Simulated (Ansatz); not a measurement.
# Geometry relaxation, with input and output: Ir (part 2 of 2)

Ir (Fm-3m, 8 atoms in the cell); DFT r2SCAN, scalar-relativistic, plane waves, PAW, no spin polarisation (Ansatz 0.2.0); cutoff 500 eV, 8×8×8 k-mesh, Gaussian smearing of 0.1 eV. The structure derives from an entry of the Crystallography Open Database. It belongs to a series of runs on one base structure; here: 8 of 8 Pt sites taken by Ir, cell and atoms relaxed.

Geometry of the input (Å; fractional positions):
```
-3.8443  3.8443  0.0000
-3.8443  0.0000  3.8443
0.0000  3.8443  3.8443
Ir 0.0000  0.0000  0.0000
Ir 0.5000  0.0000  0.0000
Ir 0.0000  0.5000  0.0000
Ir -0.0000  -0.0000  0.5000
Ir 0.5000  0.5000  0.0000
Ir 0.5000  0.0000  0.5000
Ir 0.0000  0.5000  0.5000
Ir 0.5000  0.5000  0.5000
```

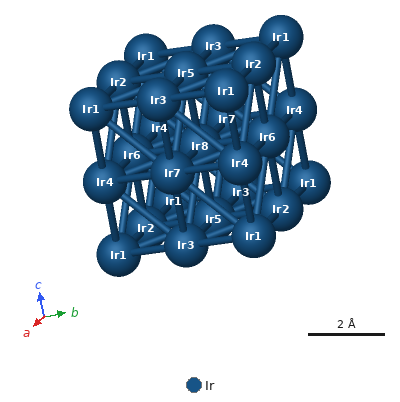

The geometry at step 3 of the log (ball-and-stick view of the cell of the calculation, seen slightly off an axis; atoms are numbered from 1 in the order of the input).

### Output, continued
```
--- Per-component energies (eV) ---
  E_band       = -821.888649
  E_kinetic    = 4988.405647
  E_local      = -8574.198236  (includes V_loc(G=0)·N_el)
  E_nonlocal   = 591.680405
  E_hartree    = 3296.453422
  E_xc         = -2043.848726
  E_vxc        = -2668.709539  (∫ρ·V_xc dr)
  E_paw        = -73997.729141  (= ΣΔE_a)
  E_vpaw       = -1917.641389  (= ΣTr[D̂ρ^β])
  E_aug_tail   = -0.000135  (compensation charges beyond the density's cutoff)
  E_vtau       = 165.667656  (kinetic-family band-sum trace: ∫τ·v_τ [+ j·A + Jᵃ·Aᵃ] dr)
  E_ewald      = -19847.913485
  E_core_change = -2.535148  (= ΣΔE_core)
  E_smearing   = -0.052049  (= −TS)
  E_closure    = 0.000000  (closes the sum)
  Σ components = -95589.737446   (vs F -95589.737446, Δ=0.00e0)
--- Forces (eV/Å), atoms counted from 1 ---
  atom   1  Ir     0.00000000    -0.00000000    -0.00000000
  atom   2  Ir    -0.00000000     0.00000000    -0.00000000
  atom   3  Ir     0.00000000     0.00000000    -0.00000000
  atom   4  Ir     0.00000000    -0.00000000     0.00000000
  atom   5  Ir    -0.00000000     0.00000000    -0.00000000
  atom   6  Ir    -0.00000000     0.00000000    -0.00000000
  atom   7  Ir     0.00000000    -0.00000000     0.00000000
  atom   8  Ir     0.00000000     0.00000000    -0.00000000
  max |Σ_I F_I| component: 1.23e-28 eV/Å
--- Stress (GPa, compression-positive) ---
       -0.000503      -0.000000       0.000000
        0.000000      -0.000503      -0.000000
        0.000000       0.000000      -0.000503
  P = ⅓ Tr σ = -0.0005 GPa (-0.005 kbar)
--- Band table (eV; the first three rows and the last of 29) ---
  k-point 0: bands = ["-69.4868", "-69.4132", "-69.4132", "-69.4132", "-69.4132", "-69.3889", "-69.3889", "-69.3889", "-26.1580", "-26.1580", "-26.1580", "-26.1580", "-26.1111", "-26.1111", "-26.1111", "-25.6319", "-25.6319", "-25.6319", "-25.6319", "-25.6319", "-25.6319", "-25.4400", "-25.4400", "-25.4400", "-25.4400", "-25.4400", "-25.4400", "-25.4400", "-25.4400", "-25.3227", "-25.3227", "-25.3227", "13.9715", "17.0755", "17.0755", "17.0755", "17.0755", "17.2835", "17.2835", "17.2835", "17.8615", "17.8615", "17.8615", "21.3057", "21.3057", "21.3057", "21.3057", "21.3057", "21.3057", "21.3057", "21.3057", "21.4588", "21.4588", "21.4588", "24.1530", "24.1530", "24.7527", "24.7527", "24.7527", "24.7527", "26.2771", "26.2771", "26.2771", "26.3713", "26.3713", "26.3713", "26.3713", "26.3713", "26.3713", "26.3713", "26.3713", "27.0069", "27.0069", "27.0069", "27.0069", "27.0069", "27.0069", "27.2000", "27.2000", "27.2000", "33.0879", "33.0879"]
  k-point 1: bands = ["-69.4840", "-69.4160", "-69.4122", "-69.4122", "-69.4122", "-69.3898", "-69.3898", "-69.3898", "-26.1445", "-26.1445", "-26.1445", "-26.1274", "-26.0956", "-26.0956", "-26.0956", "-25.6429", "-25.6429", "-25.6429", "-25.6246", "-25.6246", "-25.6246", "-25.4600", "-25.4600", "-25.4600", "-25.4474", "-25.4474", "-25.4474", "-25.4355", "-25.4355", "-25.3558", "-25.3272", "-25.3272", "14.1535", "17.0836", "17.2271", "17.2271", "17.2271", "17.4017", "17.4017", "17.4017", "17.9720", "17.9720", "17.9720", "21.1647", "21.1647", "21.1647", "21.3600", "21.3600", "21.3610", "21.4452", "21.4452", "21.4452", "21.5365", "21.5365", "23.9703", "23.9703", "23.9703", "24.0886", "24.1027", "24.1027", "25.5886", "25.5886", "25.5886", "26.0619", "26.0619", "26.0619", "26.1698", "26.1698", "26.3836", "26.3836", "26.3836", "26.8820", "26.8820", "26.8820", "27.1059", "27.1059", "27.1059", "28.3481", "28.3481", "28.3481", "33.1107", "33.1107"]
  k-point 2: bands = ["-69.4761", "-69.4240", "-69.4096", "-69.4096", "-69.4096", "-69.3925", "-69.3925", "-69.3925", "-26.1075", "-26.1075", "-26.1075", "-26.0562", "-26.0562", "-26.0562", "-26.0399", "-25.6692", "-25.6692", "-25.6692", "-25.6041", "-25.6041", "-25.6041", "-25.5153", "-25.5153", "-25.5153", "-25.4684", "-25.4684", "-25.4684", "-25.4495", "-25.4230", "-25.4230", "-25.3400", "-25.3400", "14.6743", "17.0592", "17.6400", "17.6400", "17.6400", "17.7125", "17.7125", "17.7125", "18.3192", "18.3192", "18.3192", "20.8038", "20.8038", "20.8038", "21.1222", "21.5110", "21.5110", "21.7297", "21.7297", "21.8566", "21.8566", "21.8566", "22.7341", "22.7622", "22.7622", "22.7622", "24.0067", "24.0067", "24.0089", "24.0089", "24.0089", "25.3579", "25.3579", "25.3579", "25.6419", "25.6419", "26.4193", "26.4193", "26.4193", "26.7281", "26.7281", "26.7281", "28.1740", "28.1740", "28.1740", "29.1781", "29.1781", "29.1781", "33.2179", "33.2179"]
  k-point 28: bands = ["-69.4307", "-69.4307", "-69.4307", "-69.4307", "-69.3960", "-69.3960", "-69.3960", "-69.3960", "-25.9258", "-25.9258", "-25.9258", "-25.9258", "-25.8215", "-25.8215", "-25.8215", "-25.8215", "-25.8177", "-25.8177", "-25.8177", "-25.8177", "-25.5459", "-25.5459", "-25.5459", "-25.5459", "-25.5376", "-25.5376", "-25.5376", "-25.5376", "-25.4347", "-25.4347", "-25.4347", "-25.4347", "17.7230", "17.7230", "17.7230", "17.7230", "19.4791", "19.4791", "19.4791", "19.4791", "19.7345", "19.7345", "19.7345", "19.7345", "19.9170", "19.9170", "19.9170", "19.9170", "20.4578", "20.4578", "20.4578", "20.4578", "21.3226", "21.3226", "21.3226", "21.3226", "23.5425", "23.5425", "23.5425", "23.5425", "23.5442", "23.5442", "23.5442", "23.5442", "23.6408", "23.6408", "23.6408", "23.6408", "25.7060", "25.7060", "25.7060", "25.7060", "26.2497", "26.2497", "26.2497", "26.2497", "30.6568", "30.6568", "30.6568", "30.6568", "36.4085", "36.4085"]
--- Relaxed structure (3 steps of the walk, 2 accepted, 1 SCFs on fresh bases) ---
  F+E_penalty+E_count = -95589.73744623 eV   max|allowed force component| = 4.438e-29 eV/Å   (the final SCF, on the basis selected at the relaxed cell)
  cell:  # Å, volume = 113.7086 Å³
    - [-3.8452187474361037, 3.8452187474361037, 3.668667863684824e-33]
    - [-3.8452187474361037, -5.859677837829929e-33, 3.8452187474361037]
    - [-2.85340833842153e-33, 3.8452187474361037, 3.8452187474361037]
  atoms:
    - { symbol: Ir, position: [1.4035015366128228e-48, -1.13095896609488e-49, 5.951439805187798e-49] }
    - { symbol: Ir, position: [0.5, 2.3852140181433146e-34, 2.3852140181433146e-34] }
    - { symbol: Ir, position: [0.0, 0.5, 0.0] }
    - { symbol: Ir, position: [0.0, 0.0, 0.5] }
    - { symbol: Ir, position: [0.5, 0.5, 0.0] }
    - { symbol: Ir, position: [0.5, 0.0, 0.5] }
    - { symbol: Ir, position: [0.0, 0.5, 0.5] }
    - { symbol: Ir, position: [0.5, 0.5, 0.5] }
```

### Trajectory as extended XYZ (Å, eV, eV/Å), 4 frames, from step=1 to step=4
```
8
Lattice="-3.8443 3.8443 0.0000 -3.8443 0.0000 3.8443 0.0000 3.8443 3.8443" Properties=species:S:1:pos:R:3:forces:R:3 step=1 energy=-95589.73736 pressure_GPa=0.28
Ir    0.0000    0.0000    0.0000    0.0000   0.0000   0.0000
Ir   -1.9221    1.9221    0.0000    0.0000   0.0000   0.0000
Ir   -1.9221    0.0000    1.9221    0.0000   0.0000   0.0000
Ir    0.0000    1.9221    1.9221    0.0000   0.0000   0.0000
Ir   -3.8443    1.9221    1.9221    0.0000   0.0000   0.0000
Ir   -1.9221    3.8443    1.9221    0.0000   0.0000   0.0000
Ir   -1.9221    1.9221    3.8443    0.0000   0.0000   0.0000
Ir   -3.8443    3.8443    3.8443    0.0000   0.0000   0.0000
8
Lattice="-3.8472 3.8472 0.0000 -3.8472 0.0000 3.8472 0.0000 3.8472 3.8472" Properties=species:S:1:pos:R:3:forces:R:3 step=2 energy=-95589.73691 pressure_GPa=-0.59 accepted=F
Ir    0.0000    0.0000    0.0000    0.0000   0.0000   0.0000
Ir   -1.9236    1.9236    0.0000    0.0000   0.0000   0.0000
Ir   -1.9236    0.0000    1.9236    0.0000   0.0000   0.0000
Ir    0.0000    1.9236    1.9236    0.0000   0.0000   0.0000
Ir   -3.8472    1.9236    1.9236    0.0000   0.0000   0.0000
Ir   -1.9236    3.8472    1.9236    0.0000   0.0000   0.0000
Ir   -1.9236    1.9236    3.8472    0.0000   0.0000   0.0000
Ir   -3.8472    3.8472    3.8472    0.0000   0.0000   0.0000
8
Lattice="-3.8452 3.8452 0.0000 -3.8452 0.0000 3.8452 0.0000 3.8452 3.8452" Properties=species:S:1:pos:R:3:forces:R:3 step=3 energy=-95589.73737 pressure_GPa=-0.00
Ir    0.0000    0.0000    0.0000    0.0000   0.0000   0.0000
Ir   -1.9226    1.9226    0.0000    0.0000   0.0000   0.0000
Ir   -1.9226    0.0000    1.9226    0.0000   0.0000   0.0000
Ir    0.0000    1.9226    1.9226    0.0000   0.0000   0.0000
Ir   -3.8452    1.9226    1.9226    0.0000   0.0000   0.0000
Ir   -1.9226    3.8452    1.9226    0.0000   0.0000   0.0000
Ir   -1.9226    1.9226    3.8452    0.0000   0.0000   0.0000
Ir   -3.8452    3.8452    3.8452    0.0000   0.0000   0.0000
8
Lattice="-3.8452 3.8452 0.0000 -3.8452 0.0000 3.8452 0.0000 3.8452 3.8452" Properties=species:S:1:pos:R:3:forces:R:3 step=4 energy=-95589.73745 pressure_GPa=-0.00
Ir    0.0000    0.0000    0.0000    0.0000   0.0000   0.0000
Ir   -1.9226    1.9226    0.0000    0.0000   0.0000   0.0000
Ir   -1.9226    0.0000    1.9226    0.0000   0.0000   0.0000
Ir    0.0000    1.9226    1.9226    0.0000   0.0000   0.0000
Ir   -3.8452    1.9226    1.9226    0.0000   0.0000   0.0000
Ir   -1.9226    3.8452    1.9226    0.0000   0.0000   0.0000
Ir   -1.9226    1.9226    3.8452    0.0000   0.0000   0.0000
Ir   -3.8452    3.8452    3.8452    0.0000   0.0000   0.0000
```

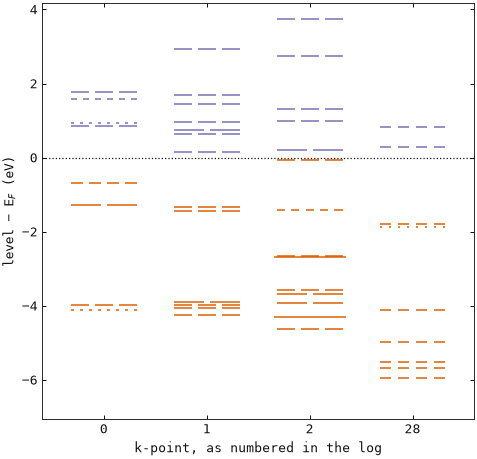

Kohn–Sham levels near the Fermi level (dotted) at the few k-points that the log prints; levels within 0.02 eV of each other stand side by side. The system is metallic on the full mesh.
